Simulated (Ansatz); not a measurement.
Consider Pb.

Space group Fm-3m; the calculation finds a residual pressure of about 3 GPa at this fixed cell. Spin-orbit coupling, left out here, splits and shifts the levels of such heavy elements, by tenths of an eV up to several eV.

```cif
data_structure
_symmetry_space_group_name_H-M 'P 1'
_symmetry_Int_Tables_number 1
_cell_length_a 4.9500
_cell_length_b 4.9500
_cell_length_c 4.9500
_cell_angle_alpha 90.000
_cell_angle_beta 90.000
_cell_angle_gamma 90.000
_cell_volume 121.29
loop_
_atom_site_label
_atom_site_type_symbol
_atom_site_fract_x
_atom_site_fract_y
_atom_site_fract_z
_atom_site_occupancy
Pb1 Pb 0.00000 0.00000 0.00000 1
Pb2 Pb 0.50000 0.50000 0.00000 1
Pb3 Pb 0.50000 0.00000 0.50000 1
Pb4 Pb 0.00000 0.50000 0.50000 1
```

Level of theory: DFT PBE, scalar-relativistic, plane waves, PAW (Ansatz 0.2.0).

What makes up the frontier states of this crystal?

The calculation finds no gap at the Fermi level. The states at the Fermi level: Pb 6p (90 %) and Pb 6s (10 %) by Löwdin projection on a minimal orbital set.

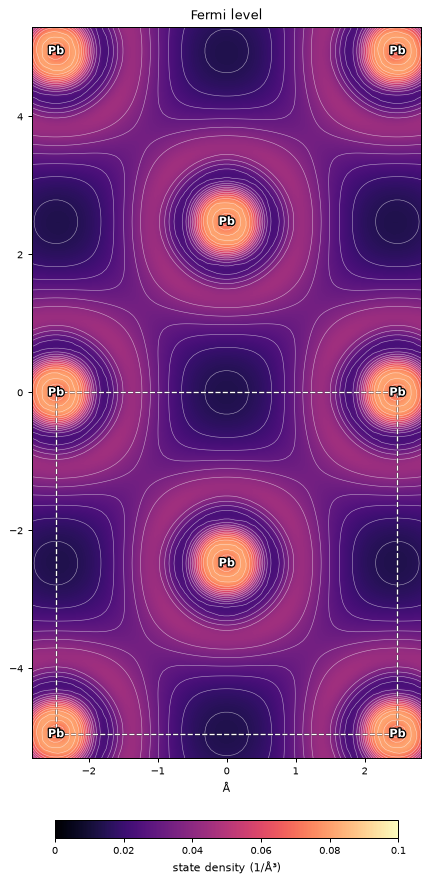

Computed densities of these states (window −0.25 to +0.25 eV about the Fermi level) on the (001) plane of the conventional cell.

In a PAW calculation such maps are meaningful between the atoms, not at the nuclei.
